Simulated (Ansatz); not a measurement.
**Geometry relaxation, with input and output: Hf₃O₅ (charge −1) (part 1 of 4)**

- system: Hf₃O₅ (defect cell, 24 atoms in the cell, total charge −1)
- method: DFT PBEsol, scalar-relativistic, plane waves, PAW, spin-polarised (Ansatz 0.2.0)

The structure derives from a Materials Project entry. It belongs to a series of runs on one base structure; here: Hf on a O site (f), charge -1, atoms relaxed at the host's cell. Figures and captions count atoms from 1; the log counts them from 0 in places.

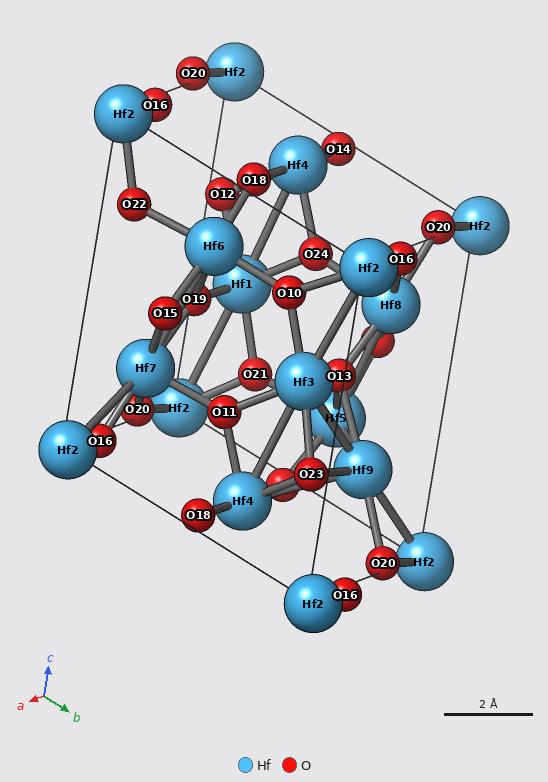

The starting structure (ball-and-stick view of the cell of the calculation, seen slightly off an axis; atoms are numbered from 1 in the order of the input). An atom can appear more than once, as a periodic image.

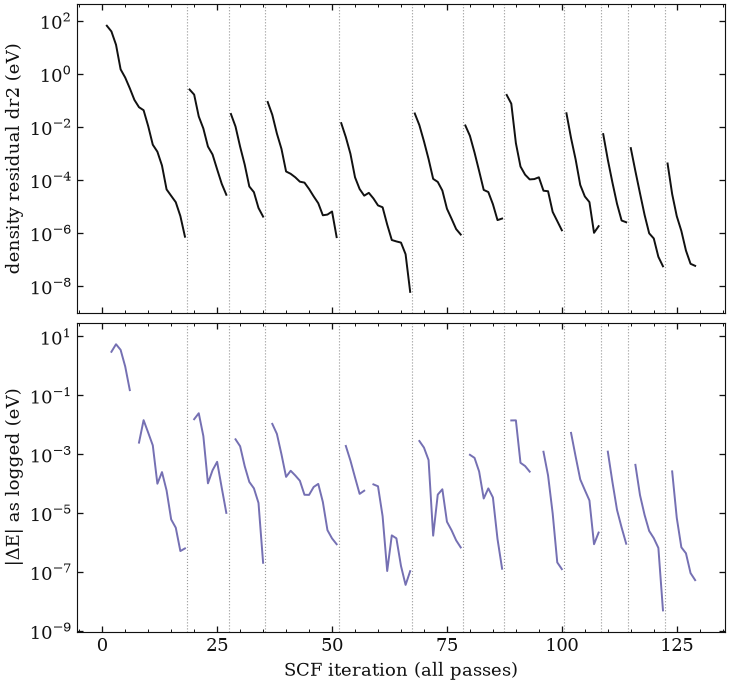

Convergence of the self-consistent field: density residual dr2 and size of the energy change against the SCF iteration. The dotted lines part the SCF passes of the relaxation: geometry steps, rejected trials and re-solves on a re-selected basis. The 12 passes take 6 to 18 iterations each, 129 in all.

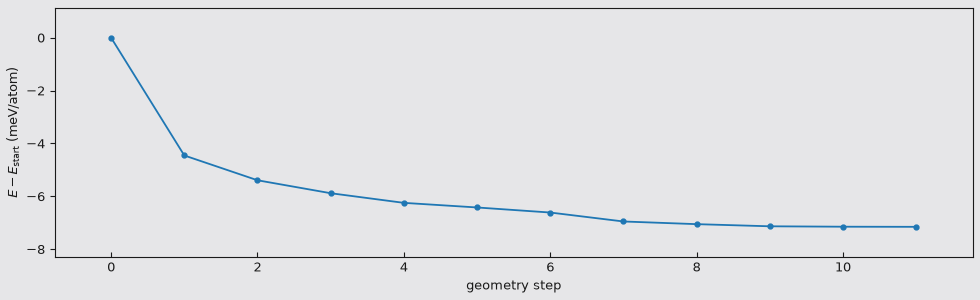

Progress of the relaxation, step by step (the first geometry is step 0 here and step 1 in the log).

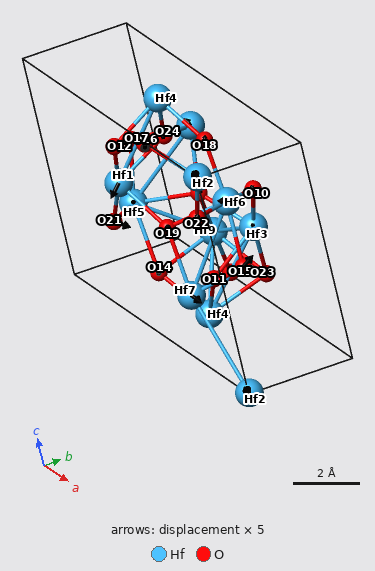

The starting structure with the displacements as black arrows, magnified 5 times (ball-and-stick view of the cell of the calculation, seen slightly off an axis). The largest move is that of O21, 0.12 Å. Largest moves by element: O 0.12 Å, Hf 0.11 Å. The lattice vectors keep their values. Among the contacts that change: Hf1–Hf2 3.317 → 3.173 Å, Hf2–Hf7 3.482 → 3.359 Å, Hf1–Hf7 3.475 → 3.360 Å, Hf1–Hf9 2.981 → 2.892 Å. Among the angles that change: Hf1–O15–Hf7 120.4° → 111.7°, Hf1–O21–Hf2 106.9° → 98.7°, Hf2–O16–Hf7 118.9° → 111.7°. Over 11 geometry steps the energy falls by 7.2 meV per atom. Largest force component: 1.1 eV/Å at the start, 0.021 eV/Å at the end. (Atoms are counted from 1 in the order of the input.)

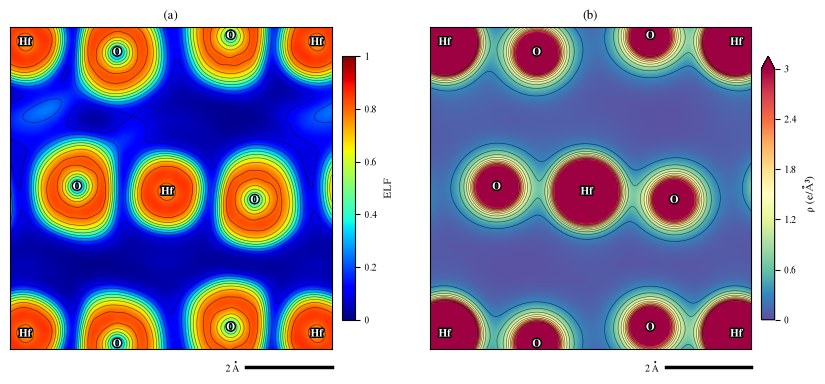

(a) electron localisation function; (b) valence pseudo-density on the (001) plane of the calculation cell. Atoms in the plane: Hf and O. Hf–O (2.02 Å): ρ is about 0.9 e/Å³ halfway; the ELF peaks at about 0.85 in the valence shell of O, 0.6 Å from its nucleus, and drops to about 0.20 between the two atoms. Hf–O (2.02 Å): ρ is about 0.9 e/Å³ halfway; the ELF peaks at about 0.85 in the valence shell of O, 0.6 Å from its nucleus, and drops to about 0.20 between the two atoms. Hf–O (2.11 Å): ρ at the midpoint is about 0.7 e/Å³; the ELF peaks at about 0.85 in the valence shell of O, 0.6 Å from its nucleus, and drops to about 0.15 between the two atoms. Hf–O (2.11 Å): ρ at the midpoint is about 0.7 e/Å³; the ELF peaks at about 0.85 in the valence shell of O, 0.6 Å from its nucleus, and drops to about 0.15 between the two atoms. Hf–O (2.18 Å): ρ is about 0.58 e/Å³ halfway; the ELF peaks at about 0.85 in the valence shell of O, 0.6 Å from its nucleus, and drops to about 0.15 between the two atoms. Away from the nuclei the density in this plane falls to 0.02 e/Å³ at its lowest. The strong features right at Hf lie inside the PAW spheres (semicore, d or f shells) and say nothing about bonding. In a PAW calculation such maps are meaningful between the atoms, not at the nuclei.

The input and output of the run follow.

**Input file**
```yaml
crystal:
  lattice:
    - [-4.8301248088, -4.8301248088, 0.0]
    - [-4.8301248088, 4.8301248088, 0.0]
    - [4.8301248088, 0.0, -6.4194329124]
  atoms:
    - { symbol: Hf, position: [0.2440271539, 0.2744188376, 0.5139203095], spin: 0.25 }
    - { symbol: Hf, position: [-0.0084623938, 0.0197903764, -0.0026991189], spin: 0.25 }
    - { symbol: Hf, position: [0.7305561188, 0.7496514421, 0.5021249868] }
    - { symbol: Hf, position: [0.4791438751, 0.4985665266, -2.991e-07] }
    - { symbol: Hf, position: [0.0406853946, 0.6255552355, 0.2503057686], spin: 0.25 }
    - { symbol: Hf, position: [0.8677356096, 0.3872493266, 0.7556250936] }
    - { symbol: Hf, position: [0.6680090784, 0.1324529258, 0.2509345797] }
    - { symbol: Hf, position: [0.363406369, 0.8822199453, 0.7461447364] }
    - { symbol: Hf, position: [0.3510693704, 0.8747555188, 0.2497699441], spin: 0.25 }
    - { symbol: O, position: [0.8420042387, 0.6832603081, 0.7502505994] }
    - { symbol: O, position: [0.6183035768, 0.4307442602, 0.2511101206] }
    - { symbol: O, position: [0.3427432935, 0.1839649056, 0.7521350749] }
    - { symbol: O, position: [0.4098059426, 0.7517280427, 0.4803759212] }
    - { symbol: O, position: [0.1799523272, 0.5225210528, 0.0216781852] }
    - { symbol: O, position: [0.9550432719, 0.2816886631, 0.5185093479] }
    - { symbol: O, position: [0.6877643117, 0.014090803, -0.016444277] }
    - { symbol: O, position: [0.0450230636, 0.732768559, 0.5294100607] }
    - { symbol: O, position: [0.7663274513, 0.4542456678, -0.027452376] }
    - { symbol: O, position: [0.5447363999, 0.2219148735, 0.4825956587] }
    - { symbol: O, position: [0.3131789531, -0.009568315, 0.0193494545] }
    - { symbol: O, position: [0.1078714987, 0.324763683, 0.251189624] }
    - { symbol: O, position: [0.8804134216, 0.071614449, 0.7376270041] }
    - { symbol: O, position: [0.6903202884, 0.8168234362, 0.2510530657] }
    - { symbol: O, position: [0.3933863159, 0.5847094878, 0.7643544631] }
  host:
    lattice:
      - [4.8301248088, 0.0, 0.0]
      - [0.0, 4.8301248088, 0.0]
      - [0.0, 0.0, 3.2097164562]
    atoms:
      - { symbol: Hf, position: [0.0, 0.0, 0.0] }
      - { symbol: Hf, position: [0.5, 0.5, 0.5] }
      - { symbol: O, position: [0.1949699035, 0.8050300965, 0.5] }
      - { symbol: O, position: [0.3050300965, 0.3050300965, 0.0] }
      - { symbol: O, position: [0.6949699035, 0.6949699035, 0.0] }
      - { symbol: O, position: [0.8050300965, 0.1949699035, 0.5] }
total_charge: -1
basis:
  ecutwfc: 420
  xc_grid: 2
kpoints:
  mp_grid: { grid: [2, 2, 2], shift: [0.0, 0.0, 0.0] }
hamiltonian:
  xc: pbesol
scf:
  occupations: { method: gaussian, width: 0.01 }
output:
  forces: true
  stress: false
  eigenvalues: true
  populations: true
  charged_corrections:
    defect_position: [0.125, 0.9300301, 0.25]
    epsilon: [[27.3137, 0.0, 0.0], [0.0, 27.3137, 0.0], [0.0, 0.0, 31.239]]
  write_density: true
  write_potential: true
  elf: true
  volumetric_format: npy
magnetization:
  spin_polarized: true
relax:
  adjacent_minimum: "off"
  f_tol: 0.025
  max_steps: 45
```

Run as:
```bash
ansatz run input.yaml --threads 4 --pin off --max-ram 10240MiB --backend cpu --events-out ev --progress --plain --runs-dir out
```

**Log**
```
Engine: ansatz 0.2.0, x86_64-unknown-linux-gnu
Pseudopotentials: kind: paw
Pseudopotential: Hf, paw, valence charge 26, recommended cutoff 420 eV (normal), Hf.paw.azcp
Pseudopotential: O, paw, valence charge 6, recommended cutoff 420 eV (normal), O.paw.azcp
Functional definition: PBEsol
  exchange = pbesol_x
  correlation = pbesol_c
Crystal: 24 atoms, lattice volume = 299.532 Å³
Basis set: ecut = 420 eV, 5841 PW (Γ), exchange–correlation on 96×96×108 points (8 copies of the dense FFT grid, shifted against one another)
Bands: 196, of which v1, the nominal top of the filled ones, is band 163 counted from 1 (162 counted from 0)
Symmetry: 1 space group operations
Space group: P1 (ITA 1), of the structure as read, at distance tolerance 6.7e-5 Å
Magnetic group: BNS 1.1 (UNI 1), of the structure as read, at distance tolerance 6.7e-5 Å
k-points: 8
Non-local potential: Hf, projectors of the file, l = 0: 3, l = 1: 2, l = 2: 2, l = 3: 3
Non-local potential: O, projectors of the file, l = 0: 2, l = 1: 2, l = 2: 1
PAW form: soft (Blöchl's): semilocal exchange-correlation on the pseudo side does not see the compensation charge
PAW frozen core: Hf, regenerated for the run's functional, and the local potential with it (the file was generated under x = pbe(κ = 0.804, μ = 0.2195149727645171), c = pbe(β = 0.06672455060314922))
PAW frozen core: O, regenerated for the run's functional, and the local potential with it (the file was generated under x = pbe(κ = 0.804, μ = 0.2195149727645171), c = pbe(β = 0.06672455060314922))
PAW one-centre angular grid: Hf, 590 points (default); XC on 64 Gauss nodes
PAW one-centre angular grid: O, 110 points (default); XC on 64 Gauss nodes
Initial density: superposition of atomic densities (chi_scale 0.1, normalization cell, long waves kept (reshape's long-wave potential 0.28 eV rms))
Starting moments: Σ|m| = 1 μB on 4 of 24 sites
Initial wavefunctions: pseudopotential atomic-orbital guess
Functional: x = pbesol(κ = 0.804, μ = 0.12345679012345678), c = pbesol(β = 0.046)
SCF iter   1: F=—  HF=-148824.448651 eV  |F-HF|=—  |Δ(HF+E_count)|=         —  Δρ=5.33e-2 (↑5.25e-2 ↓5.33e-2)  dr2=6.42e1  dr2_m=1.51e-2  M=0.277 μB ∫|m|=0.447 μB  β_m=0.30  ethr=3.10e-3  ⟨swp⟩=6.0  Hψ=9402  notcnv=0  defer=296
Mixer restart at iter 1: flushing history
preconditioner: auto → Kerker (q_TF=auto, 2.766 Å⁻¹)  [metal: Δε(μ)=0.008 eV  Ē_g=18.629 eV  σ=0.010 eV  W_gap=0.40  n_scr=104 (ndim 8)  ℏωp=37.6 eV  f_vac=0.011  D(μ)=15.66/eV (n_scr^D=146)]
spin=Collinear: Kerker preconditioning applied to the charge; magnetization (m = ρ↑ − ρ↓) channel mixes plain (no charge-response kernel on spin).
SCF iter   2: F=—  HF=-148821.437970 eV  |F-HF|=—  |Δ(HF+E_count)|=    3.01e0  Δρ=3.40e-2 (↑3.33e-2 ↓3.40e-2)  dr2=3.91e1  dr2_m=9.84e-3  M=0.483 μB ∫|m|=0.553 μB  β_m=0.56  ethr=3.10e-3  ⟨swp⟩=2.0  Hψ=5490  notcnv=0  defer=446
SCF iter   3: F=—  HF=-148815.997175 eV  |F-HF|=—  |Δ(HF+E_count)|=    5.44e0  Δρ=1.43e-2 (↑1.43e-2 ↓1.40e-2)  dr2=1.23e1  dr2_m=2.51e-3  M=0.748 μB ∫|m|=0.767 μB  β_m=0.61  ethr=3.10e-3  ⟨swp⟩=2.9  Hψ=4933  notcnv=0  defer=442
SCF iter   4: F=—  HF=-148812.496794 eV  |F-HF|=—  |Δ(HF+E_count)|=    3.50e0  Δρ=9.30e-3 (↑9.30e-3 ↓8.61e-3)  dr2=1.46e0  dr2_m=1.03e-2  M=0.749 μB ∫|m|=0.770 μB  β_m=0.63  ethr=3.10e-3  ⟨swp⟩=3.0  Hψ=5972  notcnv=0  defer=433
SCF iter   5: F=—  HF=-148813.447721 eV  |F-HF|=—  |Δ(HF+E_count)|=   9.51e-1  Δρ=5.83e-3 (↑5.83e-3 ↓5.02e-3)  dr2=7.14e-1  dr2_m=7.20e-3  M=0.590 μB ∫|m|=0.611 μB  β_m=0.82  ethr=4.49e-4  ⟨swp⟩=2.1  Hψ=5783  notcnv=0  defer=442
SCF iter   6: F=—  HF=-148813.598153 eV  |F-HF|=—  |Δ(HF+E_count)|=   1.50e-1  Δρ=3.10e-3 (↑3.07e-3 ↓3.10e-3)  dr2=2.82e-1  dr2_m=2.22e-4  M=0.500 μB ∫|m|=0.512 μB  β_m=0.73  ethr=2.20e-4  ⟨swp⟩=2.1  Hψ=5711  notcnv=0  defer=442
SCF iter   7: F=—  HF=-148813.530437 eV  |F-HF|=—  |Δ(HF+E_count)|=         —  Δρ=1.80e-3 (↑1.80e-3 ↓1.59e-3)  dr2=1.03e-1  dr2_m=6.02e-4  M=0.482 μB ∫|m|=0.496 μB  β_m=0.73  ethr=8.68e-5  ⟨swp⟩=2.4  Hψ=6129  notcnv=0  defer=442
Mixer restart at iter 7: flushing history
SCF iter   8: F=—  HF=-148813.532909 eV  |F-HF|=—  |Δ(HF+E_count)|=   2.47e-3  Δρ=1.05e-3 (↑1.05e-3 ↓1.01e-3)  dr2=5.46e-2  dr2_m=7.65e-5  M=0.465 μB ∫|m|=0.480 μB  β_m=0.62  ethr=3.17e-5  ⟨swp⟩=2.0  Hψ=5803  notcnv=0  defer=442
SCF iter   9: F=—  HF=-148813.518604 eV  |F-HF|=—  |Δ(HF+E_count)|=   1.43e-2  Δρ=8.15e-4 (↑8.15e-4 ↓8.08e-4)  dr2=4.21e-2  dr2_m=5.46e-5  M=0.441 μB ∫|m|=0.456 μB  β_m=0.81  ethr=1.68e-5  ⟨swp⟩=2.0  Hψ=5286  notcnv=0  defer=442
SCF iter  10: F=—  HF=-148813.513217 eV  |F-HF|=—  |Δ(HF+E_count)|=   5.39e-3  Δρ=6.87e-4 (↑6.48e-4 ↓6.87e-4)  dr2=1.06e-2  dr2_m=2.28e-5  M=0.425 μB ∫|m|=0.437 μB  β_m=0.71  ethr=1.30e-5  ⟨swp⟩=2.2  Hψ=5706  notcnv=0  defer=442
SCF iter  11: F=—  HF=-148813.511228 eV  |F-HF|=—  |Δ(HF+E_count)|=   1.99e-3  Δρ=2.41e-4 (↑2.41e-4 ↓2.27e-4)  dr2=2.11e-3  dr2_m=8.32e-6  M=0.413 μB ∫|m|=0.424 μB  β_m=0.85  ethr=3.26e-6  ⟨swp⟩=2.0  Hψ=4334  notcnv=0  defer=442
SCF iter  12: F=—  HF=-148813.511129 eV  |F-HF|=—  |Δ(HF+E_count)|=   9.90e-5  Δρ=1.83e-4 (↑1.83e-4 ↓1.79e-4)  dr2=1.15e-3  dr2_m=3.39e-6  M=0.421 μB ∫|m|=0.432 μB  β_m=0.82  ethr=6.49e-7  ⟨swp⟩=2.2  Hψ=5610  notcnv=0  defer=442
SCF iter  13: F=—  HF=-148813.510883 eV  |F-HF|=—  |Δ(HF+E_count)|=   2.46e-4  Δρ=1.52e-4 (↑1.52e-4 ↓1.45e-4)  dr2=3.46e-4  dr2_m=2.05e-7  M=0.415 μB ∫|m|=0.427 μB  β_m=0.70  ethr=3.53e-7  ⟨swp⟩=2.0  Hψ=5609  notcnv=0  defer=442
SCF iter  14: F=—  HF=-148813.510825 eV  |F-HF|=—  |Δ(HF+E_count)|=   5.84e-5  Δρ=5.19e-5 (↑5.15e-5 ↓5.19e-5)  dr2=4.37e-5  dr2_m=3.94e-6  M=0.404 μB ∫|m|=0.416 μB  β_m=0.85  ethr=1.06e-7  ⟨swp⟩=2.0  Hψ=5046  notcnv=0  defer=442
SCF iter  15: F=—  HF=-148813.510831 eV  |F-HF|=—  |Δ(HF+E_count)|=   6.05e-6  Δρ=4.12e-5 (↑4.03e-5 ↓4.12e-5)  dr2=2.50e-5  dr2_m=2.02e-6  M=0.392 μB ∫|m|=0.404 μB  β_m=0.93  ethr=1.34e-8  ⟨swp⟩=2.0  Hψ=4560  notcnv=0  defer=442
SCF iter  16: F=—  HF=-148813.510834 eV  |F-HF|=—  |Δ(HF+E_count)|=   3.17e-6  Δρ=3.36e-5 (↑3.36e-5 ↓3.25e-5)  dr2=1.44e-5  dr2_m=7.12e-7  M=0.382 μB ∫|m|=0.394 μB  β_m=0.94  ethr=7.70e-9  ⟨swp⟩=2.0  Hψ=5690  notcnv=0  defer=442
SCF iter  17: F=—  HF=-148813.510833 eV  |F-HF|=—  |Δ(HF+E_count)|=   5.10e-7  Δρ=1.75e-5 (↑1.75e-5 ↓1.73e-5)  dr2=4.32e-6  dr2_m=5.83e-8  M=0.376 μB ∫|m|=0.387 μB  β_m=0.89  ethr=4.44e-9  ⟨swp⟩=2.0  Hψ=5706  notcnv=0  defer=442
SCF iter  18: F=-148813.510831 eV  HF=-148813.510833 eV  |F-HF|=2.11e-6  |Δ(HF+E_count)|=   6.27e-7  Δρ=6.99e-6 (↑6.99e-6 ↓6.94e-6)  dr2=7.22e-7  dr2_m=4.41e-9  M=0.376 μB ∫|m|=0.387 μB  ethr=1.33e-9  ⟨swp⟩=16.9  Hψ=31591  notcnv=0
SCF 1 converged in 18 iterations: F = -148813.510831 eV  dr2 = 7.22e-7
  greatest PAW one-centre occupation: 0.999 electrons in one spin orbital (limit 2), on the Hf atom at site 5 (counted from 0), in its partial waves of l = 3
relax step   1: F+E_penalty+E_count = -148813.51083063 eV  Δ(F+E_penalty+E_count) = +0.000e0 eV  max|allowed force component| = 1.083e0 eV/Å  Δτ_max = 0.0000 Å  (18 SCF iters, dr2 threshold 1.56e-5 eV, accepted)
Initial density: handed on by an earlier stage of this run
Starting moments: Σ|m| = 1 μB on 4 of 24 sites; this step starts from the density that it was given
Initial wavefunctions: those handed on with the density
iter 1 solved again at ethr=7.81e-5 eV; its pass at ethr=3.10e-3 eV (dr2=2.54e-1 eV) is discarded
```
